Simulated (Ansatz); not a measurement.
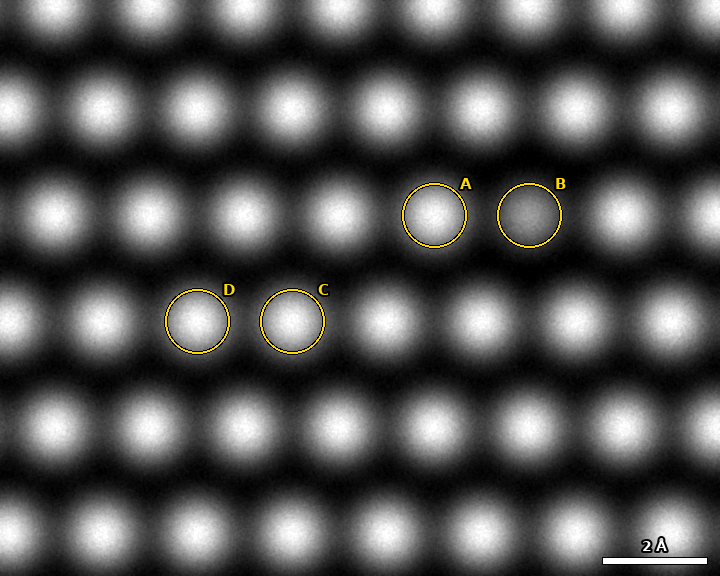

Z-contrast image of Ho (Im-3m, No. 229) along [210]. Simulated incoherent Z contrast: every atom adds Z^1.7 spread by a probe of 1.15 Å full width; channelling and multiple scattering are left out. The probe carries 15 % of its weight in a tail 2.5 times as wide. Shot noise was added.

The sample is 3 repeats (27.6 Å) thick. One point defect was put into the perfect crystal, without relaxing the atoms around it. Brightness is counted from the darkest point of the image. Host structure: the input geometry of a calculation; the starting structure was generated, so it need not be a known form of this composition.

**Which ringed column holds the defect, and does it scatter more or less than its equals?**

B; it scatters less. The column holds 3 atoms (Ho) through the sample, and one Ho atom is missing, so its peak drops to about 60 % of that of its equals.
